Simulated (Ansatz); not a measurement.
```
CELL_PARAMETERS angstrom
3.13500 0.00000 0.00000
0.00000 3.13500 0.00000
0.00000 0.00000 21.40500
ATOMIC_POSITIONS crystal
Mo 0.00000 0.00000 0.28031
Mo 0.50000 0.50000 0.35354
Mo 0.00000 0.00000 0.42677
Mo 0.50000 0.50000 0.50000
Mo 0.00000 0.00000 0.57323
Mo 0.50000 0.50000 0.64646
Mo 0.00000 0.00000 0.71969
```

Not relaxed (largest force 1.6 eV/Å); computed without spin polarisation.

Theory: DFT PBEsol, scalar-relativistic, plane waves, PAW (Ansatz).

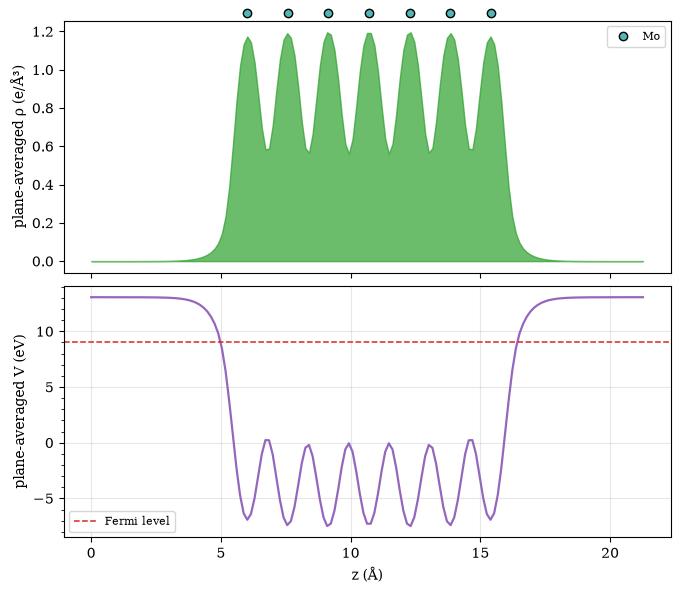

Mo (slab). Plane average of the electrostatic potential (local pseudopotential plus Hartree) felt by an electron and of the valence electron density across the slab. Circles mark the heights of the atoms.

How far below the vacuum level is the Fermi level?

Answer. The potential is flat in the vacuum, 4.1 eV above the Fermi level; this is the work function, the same on both faces.

How thick is the slab, and how wide the vacuum?

Answer. The outermost nuclei are 9.4 Å apart, in 7 atomic planes; the vacuum between periodic images is 12.0 Å wide.
